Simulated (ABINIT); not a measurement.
SnO: Bethe–Salpeter calculation (part 2 of 2)

SnO (P4/nmm, 4 atoms in the cell); Kohn-Sham DFT of a periodic cell, LDA, PseudoDojo NC SR LDA v0.4.1 standard, BSE, no spin polarisation (ABINIT 10.8.3); cutoff 952.4 eV, 4×4×4 k-mesh, fixed occupations. The structure derives from a Materials Project entry.

Geometry of the input (Å; fractional positions):
```
3.8137  0.0000  0.0000
0.0000  3.8137  0.0000
0.0000  0.0000  4.8869
Sn 0.5000  0.0000  0.7646
Sn 0.0000  0.5000  0.2354
O  0.0000  0.0000  0.0000
O  0.5000  0.5000  0.0000
```

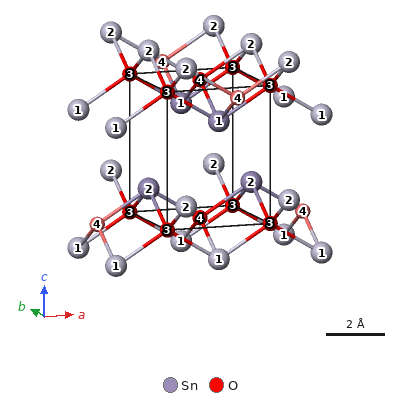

Figure 1. The structure as given in the input (ball-and-stick view of the cell of the calculation, seen slightly off an axis; neighbours outside the cell are drawn fainter; atoms are numbered from 1 in the order of the input). An atom can appear more than once, as a periodic image.

Log, continued:
```
--- !ResultsGS
iteration_state: {dtset: 1, }
comment   : Summary of ground state results
lattice_vectors:
- [  7.2068395,   0.0000000,   0.0000000, ]
- [  0.0000000,   7.2068395,   0.0000000, ]
- [  0.0000000,   0.0000000,   9.2349277, ]
lattice_lengths: [   7.20684,    7.20684,    9.23493, ]
lattice_angles: [ 90.000,  90.000,  90.000, ] # degrees, (23, 13, 12)
lattice_volume:   4.7964862E+02
convergence: {deltae: -2.530E-12, res2:  1.130E-13, residm:  1.566E-15, diffor: null, }
etotal    :  -1.90202597E+02
entropy   :   0.00000000E+00
fermie    :   1.88767318E-01
cartesian_stress_tensor: # hartree/bohr^3
- [  1.32485080E-04,   0.00000000E+00,   0.00000000E+00, ]
- [  0.00000000E+00,   1.32485080E-04,   0.00000000E+00, ]
- [  0.00000000E+00,   0.00000000E+00,   1.22365059E-04, ]
pressure_GPa:  -3.7986E+00
xred      :
- [  5.0000E-01,   0.0000E+00,   7.6463E-01, Sn]
- [  0.0000E+00,   5.0000E-01,   2.3537E-01, Sn]
- [  0.0000E+00,   0.0000E+00,   0.0000E+00,  O]
- [  5.0000E-01,   5.0000E-01,   0.0000E+00,  O]
cartesian_forces: # hartree/bohr
- [  6.25974577E-31,   7.93585256E-31,   3.77233548E-03, ]
- [ -2.08658192E-31,  -8.20950265E-32,  -3.77233548E-03, ]
- [  2.29181949E-31,  -8.48315273E-31,  -0.00000000E+00, ]
- [ -6.46498333E-31,   1.36825044E-31,  -0.00000000E+00, ]
force_length_stats: {min:   6.60818574E-31, max:   3.77233548E-03, mean:   1.88616774E-03, }
...

 Integrated electronic density in atomic spheres:
 ------------------------------------------------
 Atom  Sphere_radius  Integrated_density
    1        2.00000         10.52007633
    2        2.00000         10.52007633
    3        2.00000          6.17460953
    4        2.00000          6.17460953
================================================================================

 ----iterations are completed or convergence reached----

 Mean square residual over all n,k,spin=   20.398E-18; max=  15.662E-16
 reduced coordinates (array xred) for    4 atoms
       0.500000000000      0.000000000000      0.764626140000
       0.000000000000      0.500000000000      0.235373860000
       0.000000000000      0.000000000000      0.000000000000
       0.500000000000      0.500000000000      0.000000000000
 rms dE/dt=  1.4222E-02; max dE/dt=  3.4837E-02; dE/dt below (all hartree)
    1      -0.000000000000     -0.000000000000     -0.034837245591
    2       0.000000000000      0.000000000000      0.034837245591
    3      -0.000000000000      0.000000000000      0.000000000000
    4       0.000000000000     -0.000000000000      0.000000000000

 cartesian coordinates (angstrom) at end:
    1      1.90684761000000     0.00000000000000     3.73666165309366
    2      0.00000000000000     1.90684761000000     1.15025164690634
    3      0.00000000000000     0.00000000000000     0.00000000000000
    4      1.90684761000000     1.90684761000000     0.00000000000000

 cartesian forces (hartree/bohr) at end:
    1      0.00000000000000     0.00000000000000     0.00377233548320
    2     -0.00000000000000    -0.00000000000000    -0.00377233548320
    3      0.00000000000000    -0.00000000000000    -0.00000000000000
    4     -0.00000000000000     0.00000000000000    -0.00000000000000
 frms,max,avg= 1.5400495E-03 3.7723355E-03   0.000E+00  0.000E+00  0.000E+00 h/b

 cartesian forces (eV/Angstrom) at end:
    1      0.00000000000000     0.00000000000000     0.19398128989186
    2     -0.00000000000000    -0.00000000000000    -0.19398128989186
    3      0.00000000000000    -0.00000000000000    -0.00000000000000
    4     -0.00000000000000     0.00000000000000    -0.00000000000000
 frms,max,avg= 7.9192530E-02 1.9398129E-01   0.000E+00  0.000E+00  0.000E+00 e/A
 length scales=  7.206839493484  7.206839493484  9.234927738056 bohr
              =  3.813695220000  3.813695220000  4.886913300000 angstroms
 Fermi (or HOMO) energy (hartree) =   0.18877   Average Vxc (hartree)=  -0.39710
 Eigenvalues (hartree) for nkpt=  18  k points:
 kpt#   1, nband= 20, wtk=  0.01563, kpt=  0.0000  0.0000  0.0000 (reduced coord)
  -0.60992   -0.59512   -0.59512   -0.59459   -0.59317   -0.59284   -0.59114   -0.59080
  -0.59041   -0.59041   -0.53914   -0.43787   -0.09272   -0.05060   -0.03772   -0.03772
   0.06561    0.07653    0.07653    0.18877
 prteigrs : prtvol=0 or 1, do not print more k-points.

--- !EnergyTerms
iteration_state     : {dtset: 1, }
comment             : Components of total free energy in Hartree
kinetic             :  1.16067016696046E+02
hartree             :  4.87979611216166E+01
xc                  : -5.16785110229469E+01
Ewald energy        : -1.17059765118233E+02
psp_core            :  6.46412539139775E+00
local_psp           : -1.42776784341453E+02
non_local_psp       : -5.00166394942137E+01
total_energy        : -1.90202596767786E+02
total_energy_eV     : -5.17567632563679E+03
band_energy         : -1.35815120810284E+01
...

 Cartesian components of stress tensor (hartree/bohr^3)
  sigma(1 1)=  1.32485080E-04  sigma(3 2)=  0.00000000E+00
  sigma(2 2)=  1.32485080E-04  sigma(3 1)=  0.00000000E+00
  sigma(3 3)=  1.22365059E-04  sigma(2 1)=  0.00000000E+00

-Cartesian components of stress tensor (GPa)         [Pressure= -3.7986E+00 GPa]
- sigma(1 1)=  3.89784563E+00  sigma(3 2)=  0.00000000E+00
- sigma(2 2)=  3.89784563E+00  sigma(3 1)=  0.00000000E+00
- sigma(3 3)=  3.60010433E+00  sigma(2 1)=  0.00000000E+00

================================================================================
== DATASET  2 ==================================================================

--- !DatasetInfo
iteration_state: {dtset: 2, }
dimensions: {natom: 4, nkpt: 64, mband: 29, nsppol: 1, nspinor: 1, nspden: 1, mpw: 4789, }
cutoff_energies: {ecut:  35.0, pawecutdg:  -1.0, }
electrons: {nelect:   4.00000000E+01, charge:   0.00000000E+00, occopt:   1.00000000E+00, tsmear:   1.00000000E-02, }
meta: {optdriver: 0, ionmov: 0, optcell: 0, iscf: -2, paral_kgb: 0, }
...

 mkfilename : getden/=0, take file _DEN from output of DATASET   1.

 Exchange-correlation functional for the present dataset will be:
  LDA: Perdew-Wang 92 LSD fit to Ceperley-Alder data - ixc=7
  J.P.Perdew and Y.Wang, PRB 45, 13244 (1992)

 Real(R)+Recip(G) space primitive vectors, cartesian coordinates (Bohr,Bohr^-1):
 R(1)=  7.2068395  0.0000000  0.0000000  G(1)=  0.1387571  0.0000000  0.0000000
 R(2)=  0.0000000  7.2068395  0.0000000  G(2)=  0.0000000  0.1387571  0.0000000
 R(3)=  0.0000000  0.0000000  9.2349277  G(3)=  0.0000000  0.0000000  0.1082846
 Unit cell volume ucvol=  4.7964862E+02 bohr^3
 Angles (23,13,12)=  9.00000000E+01  9.00000000E+01  9.00000000E+01 degrees

 getcut: wavevector=  0.0000  0.0000  0.0000  ngfft=  40  40  50
         ecut(hartree)=     35.000   => boxcut(ratio)=   2.03300
--------------------------------------------------------------------------------

================================================================================
 Non-SCF case, kpt    1 (  0.02750  0.05250  0.07750), residuals and eigenvalues=
  2.11E-13  9.58E-13  3.27E-13  3.43E-13  5.45E-13  6.27E-13  6.25E-13  1.89E-13
  2.29E-13  8.05E-13  2.07E-13  2.82E-13  9.02E-13  3.18E-13  3.66E-13  4.59E-13
  3.05E-13  4.76E-13  8.25E-13  9.44E-13  2.03E-13  6.07E-13  9.98E-13  5.70E-13
  7.37E-13  3.07E-13  6.47E-13  9.96E-13  3.90E-08
 -6.0982E-01 -5.9508E-01 -5.9501E-01 -5.9458E-01 -5.9309E-01 -5.9284E-01
 -5.9165E-01 -5.9086E-01 -5.9047E-01 -5.9045E-01 -5.3790E-01 -4.3854E-01
 -9.9968E-02 -4.3339E-02 -3.6309E-02 -3.5492E-02  6.3347E-02  7.3315E-02
  7.7267E-02  1.8744E-01  2.6549E-01  3.3775E-01  3.5115E-01  3.5909E-01
  4.0157E-01  4.0554E-01  4.4402E-01  4.7065E-01  5.9569E-01
 prteigrs : prtvol=0 or 1, do not print more k-points.

--- !ResultsGS
iteration_state: {dtset: 2, }
comment   : Summary of ground state results
lattice_vectors:
- [  7.2068395,   0.0000000,   0.0000000, ]
- [  0.0000000,   7.2068395,   0.0000000, ]
- [  0.0000000,   0.0000000,   9.2349277, ]
lattice_lengths: [   7.20684,    7.20684,    9.23493, ]
lattice_angles: [ 90.000,  90.000,  90.000, ] # degrees, (23, 13, 12)
lattice_volume:   4.7964862E+02
convergence: {deltae:  0.000E+00, res2:  0.000E+00, residm:  9.998E-13, diffor:  0.000E+00, }
etotal    :  -1.90202597E+02
entropy   :   0.00000000E+00
fermie    :   1.88767318E-01
cartesian_stress_tensor: null
pressure_GPa: null
xred      :
- [  5.0000E-01,   0.0000E+00,   7.6463E-01, Sn]
- [  0.0000E+00,   5.0000E-01,   2.3537E-01, Sn]
- [  0.0000E+00,   0.0000E+00,   0.0000E+00,  O]
- [  5.0000E-01,   5.0000E-01,   0.0000E+00,  O]
cartesian_forces: null
force_length_stats: {min: null, max: null, mean: null, }
...

 Integrated electronic density in atomic spheres:
 ------------------------------------------------
 Atom  Sphere_radius  Integrated_density
    1        2.00000         10.52007633
    2        2.00000         10.52007633
    3        2.00000          6.17460953
    4        2.00000          6.17460953
================================================================================

 ----iterations are completed or convergence reached----

 Mean square residual over all n,k,spin=   49.365E-14; max=  99.981E-14
 reduced coordinates (array xred) for    4 atoms
       0.500000000000      0.000000000000      0.764626140000
       0.000000000000      0.500000000000      0.235373860000
       0.000000000000      0.000000000000      0.000000000000
       0.500000000000      0.500000000000      0.000000000000

 cartesian coordinates (angstrom) at end:
    1      1.90684761000000     0.00000000000000     3.73666165309366
    2      0.00000000000000     1.90684761000000     1.15025164690634
    3      0.00000000000000     0.00000000000000     0.00000000000000
    4      1.90684761000000     1.90684761000000     0.00000000000000
 length scales=  7.206839493484  7.206839493484  9.234927738056 bohr
              =  3.813695220000  3.813695220000  4.886913300000 angstroms
 Eigenvalues (hartree) for nkpt=  64  k points:
 kpt#   1, nband= 29, wtk=  0.01563, kpt=  0.0275  0.0525  0.0775 (reduced coord)
  -0.60982   -0.59508   -0.59501   -0.59458   -0.59309   -0.59284   -0.59165   -0.59086
  -0.59047   -0.59045   -0.53790   -0.43854   -0.09997   -0.04334   -0.03631   -0.03549
   0.06335    0.07332    0.07727    0.18744    0.26549    0.33775    0.35115    0.35909
   0.40157    0.40554    0.44402    0.47065    0.59569
 prteigrs : prtvol=0 or 1, do not print more k-points.

================================================================================
== DATASET  3 ==================================================================

--- !DatasetInfo
iteration_state: {dtset: 3, }
dimensions: {natom: 4, nkpt: 64, mband: 23, nsppol: 1, nspinor: 1, nspden: 1, mpw: 2899, }
cutoff_energies: {ecut:  25.0, pawecutdg:  -1.0, }
electrons: {nelect:   4.00000000E+01, charge:   0.00000000E+00, occopt:   1.00000000E+00, tsmear:   1.00000000E-02, }
meta: {optdriver: 99, bs_calctype: 1, bs_algorithm: 2, }
...

 mkfilename : getwfk/=0, take file _WFK from output of DATASET   2.

 mkfilename : getden/=0, take file _DEN from output of DATASET   1.

 Exchange-correlation functional for the present dataset will be:
  LDA: Perdew-Wang 92 LSD fit to Ceperley-Alder data - ixc=7
  J.P.Perdew and Y.Wang, PRB 45, 13244 (1992)

 Exciton: Calculation of dielectric properties by solving the Bethe-Salpeter equation
 in frequency domain and reciprocal space on a transitions basis set.
 Based on a program developed by L. Reining, V. Olevano, F. Sottile,
 S. Albrecht, and G. Onida. Incorporated in ABINIT by M. Giantomassi.

 Real(R)+Recip(G) space primitive vectors, cartesian coordinates (Bohr,Bohr^-1):
 R(1)=  7.2068395  0.0000000  0.0000000  G(1)=  0.1387571  0.0000000  0.0000000
 R(2)=  0.0000000  7.2068395  0.0000000  G(2)=  0.0000000  0.1387571  0.0000000
 R(3)=  0.0000000  0.0000000  9.2349277  G(3)=  0.0000000  0.0000000  0.1082846
 Unit cell volume ucvol=  4.7964862E+02 bohr^3
 Angles (23,13,12)=  9.00000000E+01  9.00000000E+01  9.00000000E+01 degrees

--- Pseudopotential description ------------------------------------------------
- pspini: atom type   1  psp file is ./Sn.upf
  50.00000  14.00000  180309                  znucl, zion, pspdat
12 -1012 2 -1 1608                            pspcod,pspxc,lmax,lloc,mmax
     nproj     2     2     2

- pspini: atom type   2  psp file is ./O.upf
   8.00000   6.00000  201201                  znucl, zion, pspdat
12 -1012 2 -1 926                             pspcod,pspxc,lmax,lloc,mmax
     nproj     2     2     1

--------------------------------------------------------------------------------

 ==== K-mesh for the wavefunctions ====
 Number of points in the irreducible wedge :    64
 Reduced coordinates and weights :

     1)     2.75000000E-02  5.25000000E-02  7.75000000E-02       0.01563
     2)     2.77500000E-01  5.25000000E-02  7.75000000E-02       0.01563
     3)    -4.72500000E-01  5.25000000E-02  7.75000000E-02       0.01563
     4)    -2.22500000E-01  5.25000000E-02  7.75000000E-02       0.01563
   [... 60 further points ...]

 Together with 16 symmetry operations and time-reversal symmetry
 yields    64 points in the full Brillouin Zone.

 ==== Q-mesh for the screening function ====
 Number of points in the irreducible wedge :    18
 Reduced coordinates and weights :

     1)     0.00000000E+00  0.00000000E+00  0.00000000E+00       0.01563
     2)     2.50000000E-01  0.00000000E+00  0.00000000E+00       0.06250
     3)     5.00000000E-01  0.00000000E+00  0.00000000E+00       0.03125
     4)     2.50000000E-01  2.50000000E-01  0.00000000E+00       0.06250
   [... 14 further points ...]

 Together with 16 symmetry operations and time-reversal symmetry
 yields    64 points in the full Brillouin Zone.

 vcoul_init : cutoff-mode = AUXILIARY_FUNCTION
 q-points for optical limit:   1
     1)      0.000010    0.000020    0.000030
 setmesh: FFT mesh size selected  =    24x   24x   27
          total number of points  =        15552

 ==== Fundamental parameters for the solution of the Bethe-Salpeter equation: ====
 Algorithm: Haydock technique.
 Dimension of the v, W matrices,  npweps  = 123
 Cutoff for the wavefunctions,    npwwfn  = 2865
 Number of k-points in the IBZ,   nkibz   = 64
 Highest empty band included,     nband   = 23
 === Spin UP ===
 Number of resonant transitions          768
 Lowest occupied state                   17
 Highest occupied state                  20
 Lowest unoccupied state                 21
 Highest unoccupied state                23
 Minimum frequency [eV]           Emin    =   0.00
 Maximum frequency [eV]           Emax    =  10.00
 Frequency step [eV]              dE      =   0.05
 Lorentzian broadening [eV]       eta     =   0.20
 RPA L0 with KS energies and KS wavefunctions
 Scissors operator energy [eV] =          0.70
 Local fields effects (v term) included
 Excitonic effects (W term) excluded
 Resonant-only calculation (Hermitian case)

 Calculating epsilon_Macro(q-->0,w), along the following directions:
 q = (  1.147004  0.000000  0.000000) [r.l.u.]
 q = (  0.000000  1.147004  0.000000) [r.l.u.]
 q = (  0.000000  0.000000  1.469784) [r.l.u.]
 q = (  1.147004  0.000000  0.000000) [r.l.u.]
 q = (  0.000000  1.147004  0.000000) [r.l.u.]
 q = (  0.000000  0.000000  1.469784) [r.l.u.]
 Number of electrons calculated from density =   39.9949; Expected =   40.0000
 average of density, n =  0.083384
 r_s =    1.4200
 omega_plasma =   27.8546 [eV]

 Writing KS-RPA macroscopic dielectric function without local fields to file: runo_DS3_RPA_NLF_MDF
 Writing GW-RPA macroscopic dielectric function without local fields to file: runo_DS3_GW_NLF_MDF
 >>> Haydock algorithm converged twice within haydock_tol=   2.00E-02 after less than 100 iterations.
 >>> Haydock algorithm converged twice within haydock_tol=   2.00E-02 after less than 100 iterations.
 >>> Haydock algorithm converged twice within haydock_tol=   2.00E-02 after less than 100 iterations.
 >>> Haydock algorithm converged twice within haydock_tol=   2.00E-02 after less than 100 iterations.
 >>> Haydock algorithm converged twice within haydock_tol=   2.00E-02 after less than 100 iterations.
 >>> Haydock algorithm converged twice within haydock_tol=   2.00E-02 after less than 100 iterations.
 Writing EXC Macroscopic dielectric function to file: runo_DS3_EXC_MDF

 Macroscopic dielectric function:
 omega [eV] <KS_RPA_nlf>  <GW_RPA_nlf>  <BSE>
   0.0000   6.8887   0.0000   5.9360   0.0000   5.6597   0.0000
   0.0500   6.8900   0.0101   5.9367   0.0055   5.6603   0.0047
   0.1000   6.8937   0.0202   5.9388   0.0110   5.6620   0.0093
   0.1500   6.8999   0.0304   5.9422   0.0166   5.6649   0.0140
   0.2000   6.9086   0.0407   5.9470   0.0222   5.6689   0.0188
   0.2500   6.9198   0.0511   5.9532   0.0278   5.6742   0.0235
   0.3000   6.9337   0.0617   5.9607   0.0335   5.6806   0.0283
   0.3500   6.9501   0.0725   5.9697   0.0392   5.6882   0.0332
   0.4000   6.9692   0.0835   5.9801   0.0451   5.6970   0.0381
   0.4500   6.9911   0.0949   5.9920   0.0510   5.7070   0.0431

== END DATASET(S) ==============================================================
================================================================================

 -outvars: echo values of variables after computation  --------
            acell      7.2068394935E+00  7.2068394935E+00  9.2349277381E+00 Bohr
           etotal1    -1.9020259677E+02
           etotal3     0.0000000000E+00
            fcart1     6.2597457676E-31  7.9358525579E-31  3.7723354832E-03
                      -2.0865819225E-31 -8.2095026461E-32 -3.7723354832E-03
                       2.2918194887E-31 -8.4831527343E-31 -0.0000000000E+00
                      -6.4649833338E-31  1.3682504410E-31 -0.0000000000E+00
            fcart3     0.0000000000E+00  0.0000000000E+00  0.0000000000E+00
                       0.0000000000E+00  0.0000000000E+00  0.0000000000E+00
                       0.0000000000E+00  0.0000000000E+00  0.0000000000E+00
                       0.0000000000E+00  0.0000000000E+00  0.0000000000E+00
           strten1     1.3248508026E-04  1.3248508026E-04  1.2236505903E-04
                       0.0000000000E+00  0.0000000000E+00  0.0000000000E+00
           strten3     0.0000000000E+00  0.0000000000E+00  0.0000000000E+00
                       0.0000000000E+00  0.0000000000E+00  0.0000000000E+00
           xangst      1.9068476100E+00  0.0000000000E+00  3.7366616531E+00
                       0.0000000000E+00  1.9068476100E+00  1.1502516469E+00
                       0.0000000000E+00  0.0000000000E+00  0.0000000000E+00
                       1.9068476100E+00  1.9068476100E+00  0.0000000000E+00
             xred      5.0000000000E-01  0.0000000000E+00  7.6462614000E-01
                       0.0000000000E+00  5.0000000000E-01  2.3537386000E-01
                       0.0000000000E+00  0.0000000000E+00  0.0000000000E+00
                       5.0000000000E-01  5.0000000000E-01  0.0000000000E+00
 Calculation completed.
```

Key numbers:

- outcome: converged
- space group (tolerance 0.01 Å): P4/nmm (129)
- electrons treated: 40
- free energy: −5175.6763 eV
- Fermi energy: 5.137 eV
- pressure: −3.80 GPa
- largest force (length of the vector): 0.194 eV/Å
- hardware: 4 threads of Intel Xeon (Granite Rapids), 128 GiB of memory available, shared host
- wall time: 53 s (CPU time 3.5 min)
- peak memory: 1.7 GiB

Remarks:

Further notes kept with the run: Slow version without MPI-IO support. Processors send data to master; Wrong value for nkref: nkref= 64 nkbz= 1024 nkbzmx =2048; Hacking the rottb tables!. Points of doubt noted for this run: cutoff too low for stress; k mesh coarse for spectra.
